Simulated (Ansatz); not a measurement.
**Geometry relaxation of WS (part 2 of 2)**

WS (slab, 4 atoms in the cell); DFT PBEsol, scalar-relativistic, plane waves, PAW, no spin polarisation (Ansatz 0.2.0); cutoff 420 eV, 9×9×1 k-mesh, Gaussian smearing of 0.05 eV. The structure derives from a Materials Project entry. The input holds or restrains some coordinates. Forces given for the steps count only the free coordinates. It belongs to a series of runs on one base structure; here: clean slab, lower half held.

Geometry of the input (Å; fractional positions):
```
3.1458  0.0000  0.0000
-1.5729  2.7243  0.0000
0.0000  0.0000  33.9534
W  0.3333  0.6667  0.2503
S  0.6667  0.3333  0.2965
S  0.6667  0.3333  0.7035
W  0.3333  0.6667  0.7497
```

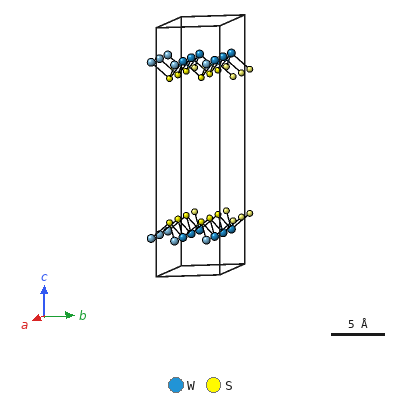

Figure 1. The geometry at step 2 of the log (ball-and-stick view of the 3 × 2 repeat of the cell, with the vacuum cut short, seen slightly off an axis; neighbours outside the cell are drawn fainter).

The program's output, continued
```
SCF iter   1: F=—  HF=-22280.913149 eV  |F-HF|=—  |Δ(HF+E_count)|=         —  Δρ=1.34e-5  dr2=8.73e-7  ethr=2.18e-9  p=0.003 e·Å  D=2.14e-3 V/Å  ΔV_dip=-0.07 eV  dr2_dipole=4.29e-8  V_vac-E_F(+/−)=4.74/4.81 eV  ⟨swp⟩=1.0  Hψ=864  notcnv=0
efield: sawtooth ramp at fractional position 0.9800 (handed on by an earlier solve), width 0.0400; the density the first Hamiltonian is built on has a dipole p = 0.003 e·Å; the dipole correction subtracts the counter field D = 2.14e-3 V/Å, which shifts the + side's vacuum level by -0.07 eV against the − side's; the planar-averaged density in the ramp window peaks in size at 1.6e-6 e/Å³
preconditioner: auto → Resta (q_TF=auto, 1.960 Å⁻¹)  ε∞=4.0  [insulator: Δε(μ)=0.291 eV  Ē_g=6.199 eV  σ=0.050 eV  W_gap=1.00  n_scr=20 (ndim 8)  ℏωp=10.7 eV  f_vac=0.663  D(μ)=0.00/eV (n_scr^D=0)  ε∞_Penn≈4.0  vacuum switching on, ρ_ref=2.8e-3 e/Å³]
SCF iter   2: F=—  HF=-22280.913161 eV  |F-HF|=—  |Δ(HF+E_count)|=   1.26e-5  Δρ=8.22e-6  dr2=3.86e-7  ethr=2.18e-9  p=0.003 e·Å  D=2.17e-3 V/Å  ΔV_dip=-0.07 eV  dr2_dipole=3.98e-8  V_vac-E_F(+/−)=4.73/4.81 eV  ⟨swp⟩=2.0  Hψ=306  notcnv=0
SCF iter   3: F=—  HF=-22280.913162 eV  |F-HF|=—  |Δ(HF+E_count)|=   3.43e-7  Δρ=5.78e-6  dr2=4.11e-7  ethr=9.65e-10  p=0.004 e·Å  D=2.27e-3 V/Å  ΔV_dip=-0.08 eV  dr2_dipole=3.10e-8  V_vac-E_F(+/−)=4.73/4.81 eV  ⟨swp⟩=2.1  Hψ=402  notcnv=0
SCF iter   4: F=-22280.913162 eV  HF=-22280.913162 eV  |F-HF|=1.11e-9  |Δ(HF+E_count)|=   3.47e-8  Δρ=1.35e-6  dr2=1.34e-8  ethr=2.50e-10  p=0.004 e·Å  D=2.26e-3 V/Å  ΔV_dip=-0.08 eV  dr2_dipole=3.46e-9  V_vac-E_F(+/−)=4.73/4.81 eV  ⟨swp⟩=4.1  Hψ=1245  notcnv=0
SCF 4 converged in 4 iterations: F = -22280.913162 eV  dr2 = 1.34e-8
relax step   4: F+E_penalty+E_count = -22280.91316169 eV  Δ(F+E_penalty+E_count) = -1.904e-7 eV  max|allowed force component| = 5.449e-3 eV/Å  Δτ_max = 0.0000 Å  (4 SCF iters, accepted)
```

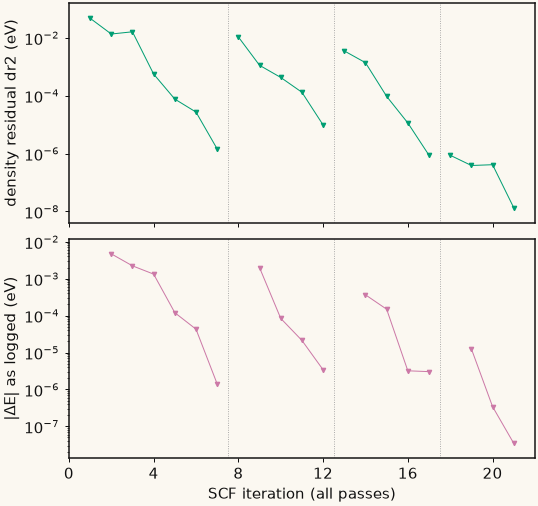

Figure 2. Convergence of the self-consistent field: density residual dr2 and size of the energy change against the SCF iteration. The dotted lines part the SCF passes of the relaxation: geometry steps, rejected trials and re-solves on a re-selected basis. The passes take 7, 5, 5 and 4 iterations.

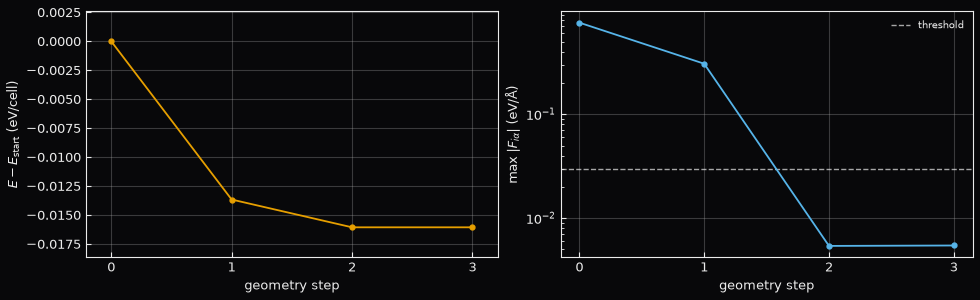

Figure 3. Progress of the restrained relaxation, step by step (the first geometry is step 0 here and step 1 in the log).

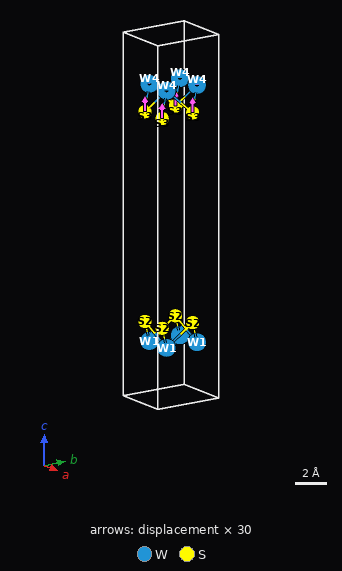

Figure 4. The starting structure with the displacements as pink arrows, magnified 30 times (ball-and-stick view of the 2 × 2 repeat of the cell, with the vacuum cut short, seen slightly off an axis). Over 3 geometry steps the energy falls by 16.1 meV per cell of the calculation. Largest force component: 0.76 eV/Å at the start, 0.0054 eV/Å at the end. The largest move is that of S3, 0.038 Å. By element the largest moves are S 0.038 Å, W 0.004 Å. The cell doesn't change. Among the contacts that change: S3–W4 2.399 → 2.372 Å. (Atoms are counted from 1 in the order of the input.)

```
SCF converged after 4 iterations
Free energy (F): -22280.913162 eV
Harris-Foulkes:  -22280.913162 eV  (|F-HF|=1.11e-9)
Internal energy: -22280.913161 eV  (E = F + TS)
E sigma→0 (E₀):  -22280.913161 eV
Entropy (-TS):   -0.000001 eV (-0.000 meV/atom)
Fermi energy:    -0.475271 eV
Dipole field:    D = 0.002330 V/Å  (p = 0.003746 e·Å, saw-weighted, corrected)
Work function:   Φ+ = 4.7305 eV   Φ− = 4.8096 eV
Levels:          The Fermi level and band energies are counted from a zero that moves with the ramp; work functions are not
--- Per-component energies (eV) ---
  E_band       = -889.947815
  E_kinetic    = 1102.460854
  E_local      = -18304.091362  (includes V_loc(G=0)·N_el)
  E_nonlocal   = 64.667052
  E_hartree    = 8577.012455
  E_xc         = -715.556962
  E_vxc        = -642.643797  (∫ρ·V_xc dr)
  E_paw        = -18040.290991  (= ΣΔE_a)
  E_vpaw       = -264.360902  (= ΣTr[D̂ρ^β])
  E_aug_tail   = -0.000127  (compensation charges beyond the density's cutoff)
  E_efield     = 0.000004  (sawtooth field / dipole correction)
  E_vefield    = -0.000382  (∫n·V_field dr)
  E_ewald      = 5034.318435
  E_core_change = 0.567483  (= ΣΔE_core)
  E_smearing   = -0.000001  (= −TS)
  E_closure    = 0.000000  (closes the sum)
  Σ components = -22280.913162   (vs F -22280.913162, Δ=0.00e0)
--- Forces (eV/Å), atoms counted from 1 ---
  atom   1  W      0.00000000    -0.00000000     0.76148361
  atom   2  S     -0.00000000     0.00000000    -0.76151577
  atom   3  S      0.00000000     0.00000000    -0.00543091
  atom   4  W     -0.00000000    -0.00000000     0.00544948
  max |Σ_I F_I| component: 1.36e-5 eV/Å
--- Band table (eV; the first three rows and the last of 12) ---
  k-point 0: bands = ["-74.6610", "-74.6505", "-38.9733", "-38.9622", "-38.6613", "-38.6613", "-38.6269", "-38.6269", "-15.0723", "-14.9599", "-6.7185", "-6.6307", "-3.1729", "-3.1729", "-2.9176", "-2.9176", "-1.2866", "-1.2488", "-1.0962", "-0.9847", "-0.1249", "-0.1249", "-0.0329", "-0.0329"]
  k-point 1: bands = ["-74.6588", "-74.6483", "-38.9670", "-38.9560", "-38.7024", "-38.6711", "-38.6673", "-38.6365", "-14.9170", "-14.8044", "-6.4380", "-6.3481", "-3.8393", "-3.6091", "-3.1536", "-2.9032", "-1.2966", "-1.2351", "-1.0840", "-0.9819", "-0.1146", "-0.0444", "-0.0235", "0.0282"]
  k-point 2: bands = ["-74.6533", "-74.6428", "-38.9512", "-38.9404", "-38.8050", "-38.7684", "-38.6958", "-38.6608", "-14.4978", "-14.3827", "-5.7912", "-5.6790", "-4.9599", "-4.7843", "-3.2230", "-2.9916", "-1.6686", "-1.5775", "-1.2554", "-1.1775", "0.2316", "0.2404", "0.2679", "0.3297"]
  k-point 11: bands = ["-74.6399", "-74.6296", "-38.9139", "-38.9097", "-38.9005", "-38.8923", "-38.8741", "-38.8552", "-13.2499", "-13.1084", "-6.2802", "-6.1170", "-5.5508", "-5.4659", "-4.0705", "-4.0107", "-1.5875", "-1.4824", "-1.2530", "-1.2014", "1.1165", "1.1962", "1.4386", "1.5348"]
--- Relaxed structure (4 steps of the walk, 4 accepted, 0 SCFs on fresh bases) ---
  F+E_penalty+E_count = -22280.91316169 eV   max|allowed force component| = 5.449e-3 eV/Å
  atoms:
    - { symbol: W, position: [0.3333333333333334, 0.6666666666666669, 0.25034296190000005] }
    - { symbol: S, position: [0.6666666666666666, 0.3333333333333333, 0.29649149160000005] }
    - { symbol: S, position: [0.6666666666666666, 0.3333333333333333, 0.7046202913251067] }
    - { symbol: W, position: [0.3333333333333334, 0.6666666666666669, 0.7495337823948347] }
```

Trajectory as extended XYZ (Å, eV, eV/Å), 4 frames, from step=1 to step=4
```
4
Lattice="3.1458 0.0000 0.0000 -1.5729 2.7243 0.0000 0.0000 0.0000 33.9534" Properties=species:S:1:pos:R:3:forces:R:3 step=1 energy=-22280.89710
W     0.0000    1.8162    8.5000    0.0000   0.0000   0.7613
S     1.5729    0.9081   10.0669    0.0000   0.0000  -0.7615
S     1.5729    0.9081   23.8865    0.0000   0.0000   0.7616
W     0.0000    1.8162   25.4534    0.0000   0.0000  -0.7608
4
Lattice="3.1458 0.0000 0.0000 -1.5729 2.7243 0.0000 0.0000 0.0000 33.9534" Properties=species:S:1:pos:R:3:forces:R:3 step=2 energy=-22280.91076
W     0.0000    1.8162    8.5000    0.0000   0.0000   0.7614
S     1.5729    0.9081   10.0669    0.0000   0.0000  -0.7615
S     1.5729    0.9081   23.9196    0.0000   0.0000  -0.3030
W     0.0000    1.8162   25.4290    0.0000   0.0000   0.3064
4
Lattice="3.1458 0.0000 0.0000 -1.5729 2.7243 0.0000 0.0000 0.0000 33.9534" Properties=species:S:1:pos:R:3:forces:R:3 step=3 energy=-22280.91316
W     0.0000    1.8162    8.5000    0.0000   0.0000   0.7615
S     1.5729    0.9081   10.0669    0.0000   0.0000  -0.7615
S     1.5729    0.9081   23.9243    0.0000   0.0000  -0.0054
W     0.0000    1.8162   25.4492    0.0000   0.0000   0.0045
4
Lattice="3.1458 0.0000 0.0000 -1.5729 2.7243 0.0000 0.0000 0.0000 33.9534" Properties=species:S:1:pos:R:3:forces:R:3 step=4 energy=-22280.91316
W     0.0000    1.8162    8.5000    0.0000   0.0000   0.7615
S     1.5729    0.9081   10.0669    0.0000   0.0000  -0.7615
S     1.5729    0.9081   23.9243    0.0000   0.0000  -0.0054
W     0.0000    1.8162   25.4492    0.0000   0.0000   0.0054
```

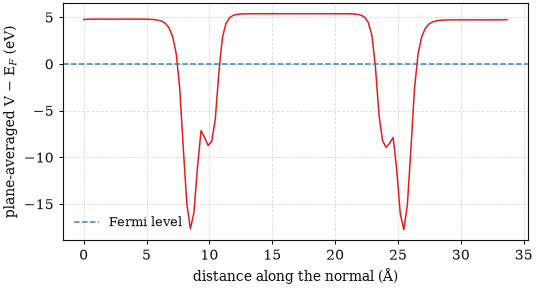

Figure 5. Plane average of the electrostatic potential energy of an electron across the cell, from the Fermi level. The vacuum level lies 4.73 eV above the Fermi level on the upper side and 4.81 eV on the lower.

Results in brief

- outcome: converged under the restraints of the input
- electrons treated: 40
- free energy: −22280.9132 eV
- work function, top face: 4.73 eV
- work function, bottom face: 4.81 eV
- Fermi energy: −0.475 eV
- gap on the k-point mesh: 0.29 eV
- final volume: 290.98 Å³
- work function (upper face): 4.73 eV
- largest force (length of the vector) at the end, held atoms and coordinates included: 0.762 eV/Å
- hardware: 2 threads of Arm Neoverse N1, 24 GiB of memory available, shared host
- wall time: 25 s (CPU time 48 s)
- peak memory: 0.49 GiB

Notes

Spin–orbit coupling is left out, which matters for W.
